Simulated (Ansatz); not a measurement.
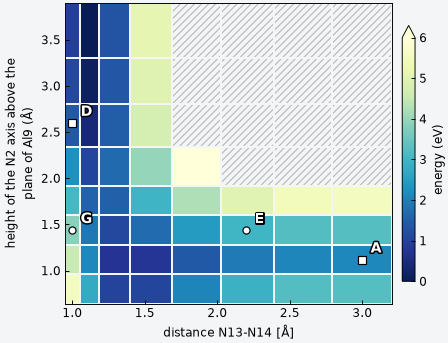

N₂ on an Al(100) slab cut from the Fm-3m phase, its upper half relaxed before the scan (12 atoms of substrate and one adsorbate in a 2 × 2 cell). N2 lies flat over one site of a rigid substrate while its bond length and height are varied; it sits over a hollow of the top layer over the deeper atom Al8, heights counted from the top plane, its axis along the first surface vector. Coordinates scanned: (1) distance N13-N14; (2) height of the N2 axis above the plane of Al9. Grid: 8 × 8 points. At 15 points there is no value (left out: too close to the surface, or the stretched molecule far from it). Points are written as (first, second). Energies: eV, counted from the lowest grid point. These are results of DFT PBE, scalar-relativistic, plane waves, PAW (Ansatz 0.2.0), not measurements. Settings: cutoff 420 eV, k-mesh 5×5×1, gaussian smearing 0.1 eV, no spin polarisation.

The picture shows one coloured cell a grid point, one colour for all values above the top of the scale, hatched blanks where no value was computed, lettered points.

Rank the lettered points by energy, lowest first.

Answer. D (1.41 eV), A (2.13 eV), E (2.99 eV), G (3.85 eV).
